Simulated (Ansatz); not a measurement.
# Lead, fcc under PBE: convergence with the Methfessel-Paxton smearing

How small must the Methfessel-Paxton smearing width be for energy and pressure to settle? The geometry was relaxed under PBE beforehand and stays fixed; 7 values are run, from 0.01 to 1.0 eV. Wanted are the values from which on the energy stays within 10 and 1 meV/atom, and the pressure within 0.5 GPa, of the narrowest run. Within the series other settings stay, but some runs also write fields, which adds to their time. Spin polarisation is left out.

Program: Ansatz 0.2.0. Level of theory: DFT PBE, plane waves with PAW, scalar-relativistic. These are calculated values, not measurements.

## Step 1: The structure to begin with

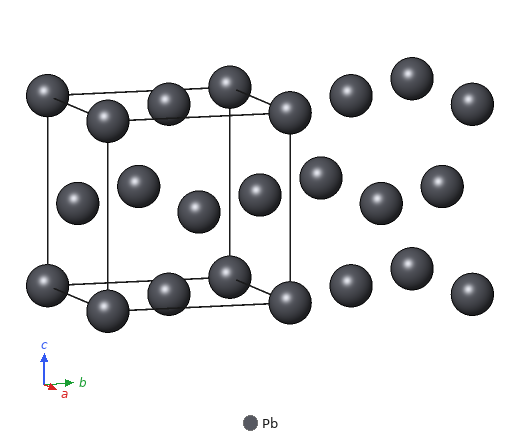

Start, viewed slightly off an axis; lead dark grey. 1×2×1 conventional cells are drawn; the run uses a primitive one. Any atoms on the faces are drawn again on the opposite ones.

As a file:

```
CELL_PARAMETERS angstrom
0.00000 2.51759 2.51759
2.51759 0.00000 2.51759
2.51759 2.51759 0.00000
ATOMIC_POSITIONS crystal
Pb 0.00000 0.00000 0.00000
```

## Step 2: Run at 0.01 eV

The run at 0.01 eV.

The input, input.yaml:

```yaml
crystal:
  lattice:
    - [0.0, 2.5175937382, 2.5175937382]
    - [2.5175937382, 0.0, 2.5175937382]
    - [2.5175937382, 2.5175937382, 0.0]
  atoms:
    - { symbol: Pb, position: [0.0, 0.0, 0.0] }
hamiltonian:
  xc: pbe
  pseudopotentials:
    kind: paw
    azcp:
      Pb: "pseudopotentials/Pb.paw.azcp"
basis:
  ecutwfc: 420
  fft_grid_basis: typed
kpoints:
  mp_grid: { grid: [11, 11, 11], shift: [0, 0, 0] }
magnetization:
  spin_polarized: false
scf:
  occupations: { method: methfessel_paxton, width: 0.01 }
  lower_state_search: "off"
output:
  stress: true
  write_density: true
  write_potential: true
  elf: true
  volumetric_format: npy
```

Started as:

```sh
$ ansatz run input.yaml --threads 1 --pin off --max-ram 3584MiB --backend cpu --events-out ev --progress --plain --runs-dir out
```

The log of the run, shortened:

```text
[...]
Pseudopotentials: kind: paw
Pseudopotential: Pb, paw, valence charge 14, recommended cutoff 420 eV (normal), <dir>
Functional definition: PBE
[...]
Crystal: 1 atoms, lattice volume = 31.914 Å³
Basis set: ecut = 420 eV, 609 PW (Γ)
Bands: 11, of which v1, the nominal top of the filled ones, is band 7 counted from 1 (6 counted from 0)
Symmetry: 48 space group operations
Space group: Fm-3m (ITA 225), of the structure as read, at distance tolerance 3.2e-5 Å
k-points: 56 of 1331
[...]
SCF iter   1: F=—  HF=-11906.416912 eV  |F-HF|=—  |Δ(HF+E_count)|=         —  Δρ=4.06e-4  dr2=3.59e-5  ethr=1.77e-3  ⟨swp⟩=6.0  Hψ=4059  notcnv=0
[...]
SCF iter   5: F=-11906.416517 eV  HF=-11906.416517 eV  |F-HF|=9.42e-9  |Δ(HF+E_count)|=   8.97e-8  S|Δr|=    0.00e0  Δρ=4.41e-6  dr2=8.37e-9  ethr=7.14e-10  ⟨swp⟩=9.3  Hψ=4185  notcnv=0
[...]
SCF converged after 5 iterations
Stability not checked: this state was not tested for a lower state beside it, because cold or Methfessel-Paxton smearing, or corrected tetrahedra, fill the levels in a way that the test cannot read (fill_not_monotonic; see scf.lower_state_search)
Free energy (F): -11906.416517 eV
[...]
E sigma→0 (E₀):  -11906.416509 eV
Entropy (-TS):   -0.000032 eV (-0.032 meV/atom)
Fermi energy:    10.191254 eV
[...]
--- Stress (GPa, compression-positive) ---
       -0.116003       0.000000       0.000000
       -0.000000      -0.116003      -0.000000
       -0.000000       0.000000      -0.116003
  P = ⅓ Tr σ = -0.1160 GPa (-1.160 kbar)
--- Band table (eV; the first three rows and the last of 56) ---
  k-point 0: bands = ["-6.8269", "-6.8269", "-6.8269", "-6.7080", "-6.7080", "-1.1879", "17.2441", "17.2441", "17.2441", "19.9390", "20.9256"]
[...]
```

Wall time 2.5 s (1 thread of Intel Xeon Platinum 8259CL at 2.50GHz (Skylake/Cascade Lake), shared host); peak memory 0.47 GiB.

## Step 3: Run at 0.03 eV

The run at 0.03 eV.

input.yaml, as its differences from that of step 2:

```diff
@@ -21,3 +21,3 @@
 scf:
-  occupations: { method: methfessel_paxton, width: 0.01 }
+  occupations: { method: methfessel_paxton, width: 0.03 }
   lower_state_search: "off"
```

Started as:

```sh
$ ansatz run input.yaml --threads 1 --pin off --max-ram 3584MiB --backend cpu --events-out ev --progress --plain --runs-dir out
```

The log of the run, shortened:

```text
[...]
[... 3 set-up lines as earlier in the session ...]
[...]
Crystal: 1 atoms, lattice volume = 31.914 Å³
Basis set: ecut = 420 eV, 609 PW (Γ)
Bands: 11, of which v1, the nominal top of the filled ones, is band 7 counted from 1 (6 counted from 0)
[... 2 set-up lines as earlier in the session ...]
k-points: 56 of 1331
[...]
SCF iter   1: F=—  HF=-11906.416986 eV  |F-HF|=—  |Δ(HF+E_count)|=         —  Δρ=4.05e-4  dr2=3.59e-5  ethr=1.77e-3  ⟨swp⟩=5.9  Hψ=4075  notcnv=0
[...]
SCF iter   5: F=-11906.416581 eV  HF=-11906.416581 eV  |F-HF|=2.14e-8  |Δ(HF+E_count)|=   7.66e-9  S|Δr|=    0.00e0  Δρ=6.62e-6  dr2=1.89e-8  ethr=7.14e-10  ⟨swp⟩=9.4  Hψ=4175  notcnv=0
[...]
SCF converged after 5 iterations
Stability not checked: this state was not tested for a lower state beside it, because cold or Methfessel-Paxton smearing, or corrected tetrahedra, fill the levels in a way that the test cannot read (fill_not_monotonic; see scf.lower_state_search)
Free energy (F): -11906.416581 eV
[...]
E sigma→0 (E₀):  -11906.416558 eV
Entropy (-TS):   -0.000090 eV (-0.090 meV/atom)
Fermi energy:    10.198563 eV
[...]
--- Stress (GPa, compression-positive) ---
       -0.117099      -0.000000      -0.000000
       -0.000000      -0.117099       0.000000
        0.000000       0.000000      -0.117099
  P = ⅓ Tr σ = -0.1171 GPa (-1.171 kbar)
--- Band table (eV; the first three rows and the last of 56) ---
  k-point 0: bands = ["-6.8271", "-6.8271", "-6.8271", "-6.7081", "-6.7081", "-1.1880", "17.2440", "17.2440", "17.2440", "19.9390", "20.9255"]
[...]
```

Run time: 2.6 s. Hardware: 1 thread of Intel Xeon Platinum 8259CL at 2.50GHz (Skylake/Cascade Lake), shared host; peak memory 0.48 GiB.

## Step 4: Run at 0.1 eV

The run at 0.1 eV.

input.yaml, as its differences from that of step 3:

```diff
@@ -21,3 +21,3 @@
 scf:
-  occupations: { method: methfessel_paxton, width: 0.03 }
+  occupations: { method: methfessel_paxton, width: 0.1 }
   lower_state_search: "off"
@@ -25,5 +25 @@
   stress: true
-  write_density: true
-  write_potential: true
-  elf: true
-  volumetric_format: npy
```

Started as:

```sh
$ ansatz run input.yaml --threads 1 --pin off --max-ram 3584MiB --backend cpu --events-out ev --progress --plain --runs-dir out
```

The log of the run, shortened:

```text
[...]
[... 3 set-up lines as earlier in the session ...]
[...]
Crystal: 1 atoms, lattice volume = 31.914 Å³
Basis set: ecut = 420 eV, 609 PW (Γ)
Bands: 11, of which v1, the nominal top of the filled ones, is band 7 counted from 1 (6 counted from 0)
[... 2 set-up lines as earlier in the session ...]
k-points: 56 of 1331
[...]
SCF iter   1: F=—  HF=-11906.417040 eV  |F-HF|=—  |Δ(HF+E_count)|=         —  Δρ=3.93e-4  dr2=3.28e-5  ethr=1.77e-3  ⟨swp⟩=5.6  Hψ=4019  notcnv=0
[...]
SCF iter   5: F=-11906.416620 eV  HF=-11906.416620 eV  |F-HF|=6.07e-8  |Δ(HF+E_count)|=   4.95e-7  S|Δr|=    0.00e0  Δρ=1.34e-5  dr2=7.14e-8  ethr=7.14e-10  ⟨swp⟩=4.0  Hψ=1736  notcnv=0
[...]
SCF converged after 5 iterations
Stability not checked: this state was not tested for a lower state beside it, because cold or Methfessel-Paxton smearing, or corrected tetrahedra, fill the levels in a way that the test cannot read (fill_not_monotonic; see scf.lower_state_search)
Free energy (F): -11906.416620 eV
[...]
E sigma→0 (E₀):  -11906.416629 eV
Entropy (-TS):   0.000039 eV (0.039 meV/atom)
Fermi energy:    10.215557 eV
[...]
--- Stress (GPa, compression-positive) ---
       -0.141217      -0.000000      -0.000000
        0.000000      -0.141217      -0.000000
        0.000000      -0.000000      -0.141217
  P = ⅓ Tr σ = -0.1412 GPa (-1.412 kbar)
```

Wall time 1.4 s (1 thread of Intel Xeon Platinum 8259CL at 2.50GHz (Skylake/Cascade Lake), shared host); peak memory 0.48 GiB.

## Step 5: Run at 0.2 eV

The run at 0.2 eV.

input.yaml, as its differences from that of step 4:

```diff
@@ -21,3 +21,3 @@
 scf:
-  occupations: { method: methfessel_paxton, width: 0.1 }
+  occupations: { method: methfessel_paxton, width: 0.2 }
   lower_state_search: "off"
@@ -25 +25,5 @@
   stress: true
+  write_density: true
+  write_potential: true
+  elf: true
+  volumetric_format: npy
```

Started as:

```sh
$ ansatz run input.yaml --threads 1 --pin off --max-ram 3584MiB --backend cpu --events-out ev --progress --plain --runs-dir out
```

The log of the run, shortened:

```text
[...]
[... 3 set-up lines as earlier in the session ...]
[...]
Crystal: 1 atoms, lattice volume = 31.914 Å³
Basis set: ecut = 420 eV, 609 PW (Γ)
Bands: 11, of which v1, the nominal top of the filled ones, is band 7 counted from 1 (6 counted from 0)
[... 2 set-up lines as earlier in the session ...]
k-points: 56 of 1331
[...]
SCF iter   1: F=—  HF=-11906.416315 eV  |F-HF|=—  |Δ(HF+E_count)|=         —  Δρ=4.05e-4  dr2=3.52e-5  ethr=1.77e-3  ⟨swp⟩=5.4  Hψ=3830  notcnv=0
[...]
SCF iter   5: F=-11906.415904 eV  HF=-11906.415904 eV  |F-HF|=3.28e-8  |Δ(HF+E_count)|=   1.31e-7  S|Δr|=    0.00e0  Δρ=7.92e-6  dr2=2.81e-8  ethr=7.14e-10  ⟨swp⟩=9.6  Hψ=4173  notcnv=0
[...]
SCF converged after 5 iterations
Stability not checked: this state was not tested for a lower state beside it, because cold or Methfessel-Paxton smearing, or corrected tetrahedra, fill the levels in a way that the test cannot read (fill_not_monotonic; see scf.lower_state_search)
Free energy (F): -11906.415904 eV
[...]
E sigma→0 (E₀):  -11906.416450 eV
Entropy (-TS):   0.002182 eV (2.182 meV/atom)
Fermi energy:    10.253597 eV
[...]
--- Stress (GPa, compression-positive) ---
       -0.116406       0.000000      -0.000000
       -0.000000      -0.116406      -0.000000
       -0.000000       0.000000      -0.116406
  P = ⅓ Tr σ = -0.1164 GPa (-1.164 kbar)
--- Band table (eV; the first three rows and the last of 56) ---
  k-point 0: bands = ["-6.8270", "-6.8270", "-6.8270", "-6.7080", "-6.7080", "-1.1879", "17.2440", "17.2440", "17.2440", "19.9390", "20.9255"]
[...]
```

Run time: 2.2 s. Hardware: 1 thread of Intel Xeon Platinum 8259CL at 2.50GHz (Skylake/Cascade Lake), shared host; peak memory 0.48 GiB.

## Step 6: Run at 0.3 eV

The run at 0.3 eV.

input.yaml, as its differences from that of step 5:

```diff
@@ -21,3 +21,3 @@
 scf:
-  occupations: { method: methfessel_paxton, width: 0.2 }
+  occupations: { method: methfessel_paxton, width: 0.3 }
   lower_state_search: "off"
@@ -25,5 +25 @@
   stress: true
-  write_density: true
-  write_potential: true
-  elf: true
-  volumetric_format: npy
```

Started as:

```sh
$ ansatz run input.yaml --threads 1 --pin off --max-ram 3584MiB --backend cpu --events-out ev --progress --plain --runs-dir out
```

The log of the run, shortened:

```text
[...]
[... 3 set-up lines as earlier in the session ...]
[...]
Crystal: 1 atoms, lattice volume = 31.914 Å³
Basis set: ecut = 420 eV, 609 PW (Γ)
Bands: 11, of which v1, the nominal top of the filled ones, is band 7 counted from 1 (6 counted from 0)
[... 2 set-up lines as earlier in the session ...]
k-points: 56 of 1331
[...]
SCF iter   1: F=—  HF=-11906.415312 eV  |F-HF|=—  |Δ(HF+E_count)|=         —  Δρ=4.23e-4  dr2=3.79e-5  ethr=1.77e-3  ⟨swp⟩=5.2  Hψ=3633  notcnv=0
[...]
SCF iter   5: F=-11906.414921 eV  HF=-11906.414921 eV  |F-HF|=1.93e-8  |Δ(HF+E_count)|=   8.17e-8  S|Δr|=    0.00e0  Δρ=5.93e-6  dr2=1.56e-8  ethr=7.14e-10  ⟨swp⟩=4.1  Hψ=1977  notcnv=0
[...]
SCF converged after 5 iterations
Stability not checked: this state was not tested for a lower state beside it, because cold or Methfessel-Paxton smearing, or corrected tetrahedra, fill the levels in a way that the test cannot read (fill_not_monotonic; see scf.lower_state_search)
Free energy (F): -11906.414921 eV
[...]
E sigma→0 (E₀):  -11906.415578 eV
Entropy (-TS):   0.002625 eV (2.625 meV/atom)
Fermi energy:    10.257097 eV
[...]
--- Stress (GPa, compression-positive) ---
       -0.072847       0.000000       0.000000
        0.000000      -0.072847       0.000000
        0.000000       0.000000      -0.072847
  P = ⅓ Tr σ = -0.0728 GPa (-0.728 kbar)
```

Wall time 1.7 s (1 thread of Intel Xeon Platinum 8259CL at 2.50GHz (Skylake/Cascade Lake), shared host); peak memory 0.46 GiB.

## Step 7: Run at 0.6 eV

The run at 0.6 eV.

input.yaml, as its differences from that of step 6:

```diff
@@ -21,3 +21,3 @@
 scf:
-  occupations: { method: methfessel_paxton, width: 0.3 }
+  occupations: { method: methfessel_paxton, width: 0.6 }
   lower_state_search: "off"
```

Started as:

```sh
$ ansatz run input.yaml --threads 1 --pin off --max-ram 3584MiB --backend cpu --events-out ev --progress --plain --runs-dir out
```

The log of the run, shortened:

```text
[...]
[... 3 set-up lines as earlier in the session ...]
[...]
Crystal: 1 atoms, lattice volume = 31.914 Å³
Basis set: ecut = 420 eV, 609 PW (Γ)
Bands: 11, of which v1, the nominal top of the filled ones, is band 7 counted from 1 (6 counted from 0)
[... 2 set-up lines as earlier in the session ...]
k-points: 56 of 1331
[...]
SCF iter   1: F=—  HF=-11906.413607 eV  |F-HF|=—  |Δ(HF+E_count)|=         —  Δρ=4.75e-4  dr2=4.63e-5  ethr=1.77e-3  ⟨swp⟩=5.1  Hψ=3602  notcnv=0
[...]
SCF iter   5: F=-11906.413204 eV  HF=-11906.413204 eV  |F-HF|=8.71e-9  |Δ(HF+E_count)|=   4.22e-8  S|Δr|=    0.00e0  Δρ=4.27e-6  dr2=7.48e-9  ethr=7.14e-10  ⟨swp⟩=4.0  Hψ=1956  notcnv=0
[...]
SCF converged after 5 iterations
Stability not checked: this state was not tested for a lower state beside it, because cold or Methfessel-Paxton smearing, or corrected tetrahedra, fill the levels in a way that the test cannot read (fill_not_monotonic; see scf.lower_state_search)
Free energy (F): -11906.413204 eV
[...]
E sigma→0 (E₀):  -11906.413522 eV
Entropy (-TS):   0.001274 eV (1.274 meV/atom)
Fermi energy:    10.262396 eV
[...]
--- Stress (GPa, compression-positive) ---
        0.039123       0.000000      -0.000000
       -0.000000       0.039123       0.000000
       -0.000000      -0.000000       0.039123
  P = ⅓ Tr σ = 0.0391 GPa (0.391 kbar)
```

Run time: 1.6 s. Hardware: 1 thread of Intel Xeon Platinum 8259CL at 2.50GHz (Skylake/Cascade Lake), shared host; peak memory 0.47 GiB.

## Step 8: Run at 1.0 eV

The run at 1.0 eV.

input.yaml, as its differences from that of step 7:

```diff
@@ -21,3 +21,3 @@
 scf:
-  occupations: { method: methfessel_paxton, width: 0.6 }
+  occupations: { method: methfessel_paxton, width: 1.0 }
   lower_state_search: "off"
@@ -25 +25,5 @@
   stress: true
+  write_density: true
+  write_potential: true
+  elf: true
+  volumetric_format: npy
```

Started as:

```sh
$ ansatz run input.yaml --threads 1 --pin off --max-ram 3584MiB --backend cpu --events-out ev --progress --plain --runs-dir out
```

The log of the run, shortened:

```text
band count auto-derived: 12 (N_el = 14.0; filled up to band 7; 11 by the electrons, moments and atoms)
[...]
[... 3 set-up lines as earlier in the session ...]
[...]
Crystal: 1 atoms, lattice volume = 31.914 Å³
Basis set: ecut = 420 eV, 609 PW (Γ)
Bands: 12, of which v1, the nominal top of the filled ones, is band 7 counted from 1 (6 counted from 0)
[... 2 set-up lines as earlier in the session ...]
k-points: 56 of 1331
[...]
SCF iter   1: F=—  HF=-11906.412427 eV  |F-HF|=—  |Δ(HF+E_count)|=         —  Δρ=5.55e-4  dr2=6.15e-5  ethr=1.77e-3  ⟨swp⟩=5.0  Hψ=3822  notcnv=0
[...]
SCF iter   5: F=-11906.412053 eV  HF=-11906.412053 eV  |F-HF|=1.21e-8  |Δ(HF+E_count)|=   1.70e-8  S|Δr|=    0.00e0  Δρ=5.03e-6  dr2=1.24e-8  ethr=7.14e-10  ⟨swp⟩=10.1  Hψ=4695  notcnv=0
[...]
SCF converged after 5 iterations
Stability not checked: this state was not tested for a lower state beside it, because cold or Methfessel-Paxton smearing, or corrected tetrahedra, fill the levels in a way that the test cannot read (fill_not_monotonic; see scf.lower_state_search)
Free energy (F): -11906.412053 eV
[...]
E sigma→0 (E₀):  -11906.414120 eV
Entropy (-TS):   0.008270 eV (8.270 meV/atom)
Fermi energy:    10.256283 eV
[...]
--- Stress (GPa, compression-positive) ---
        0.064510       0.000000       0.000000
        0.000000       0.064510       0.000000
        0.000000      -0.000000       0.064510
  P = ⅓ Tr σ = 0.0645 GPa (0.645 kbar)
--- Band table (eV; the first three rows and the last of 56) ---
  k-point 0: bands = ["-6.8224", "-6.8224", "-6.8224", "-6.7032", "-6.7032", "-1.1864", "17.2456", "17.2456", "17.2456", "19.9393", "20.9254", "22.3352"]
[...]
```

Wall time 2.5 s (1 thread of Intel Xeon Platinum 8259CL at 2.50GHz (Skylake/Cascade Lake), shared host); peak memory 0.47 GiB.

## Step 9: The series

Energies count from the run at 0.01 eV.

```tsv
smearing (eV)	F (meV/atom)	E(σ → 0) (meV/atom)	P (GPa)	SCF cycles	CPU time
0.01	0.00	0.00	-0.12	5	2.5 s
0.03	-0.06	-0.05	-0.12	5	2.6 s
0.1	-0.10	-0.12	-0.14	5	1.4 s
0.2	0.61	0.06	-0.12	5	2.1 s
0.3	1.60	0.93	-0.07	5	1.7 s
0.6	3.31	2.99	0.04	5	1.6 s
1.0	4.46	2.39	0.06	5	2.5 s
```

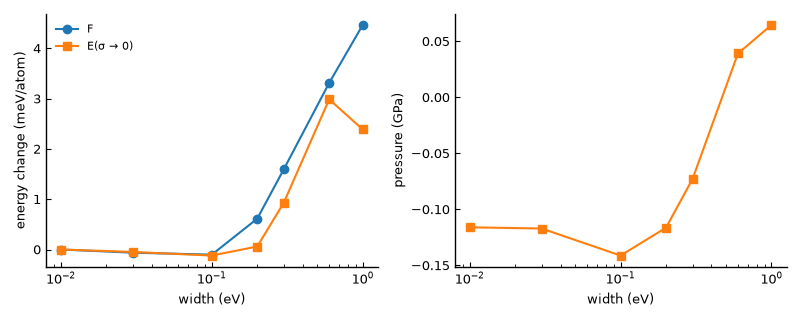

Energy and pressure against the Methfessel-Paxton smearing width.

## Step 10: What came out

```
                                           quantity                       value
       E(σ → 0) stays within 10 meV/atom of 0.01 eV                up to 1.0 eV
                   E(σ → 0) stays within 1 meV/atom                up to 0.3 eV
                      pressure stays within 0.5 GPa                up to 1.0 eV
                                pressure at 0.01 eV                   -0.12 GPa
energy of a separate run on a finer mesh (18×18×18)  +4.2 meV/atom from 0.01 eV
```

**Reading.** The far end, 1.0 eV, lies +2.4 meV/atom and +0.2 GPa from the yardstick. The free energy F moves by +4.5 meV/atom over the range, and the estimate for σ → 0 by +2.4. This scheme cancels the term in the square of the width, so F moves little up to 0.2 eV. The mesh (11×11×11) is fixed, so the narrowest widths carry a k-point error of their own. The yardstick itself is unsettled by 4.2 meV/atom against the finer mesh, so the thresholds above hold only within this series, and wider smearing, which averages over more states, can land nearer the fine-mesh value than the narrowest does. The cell taken over is 5 % larger than the measured one (30.33 Å³/atom, COD).
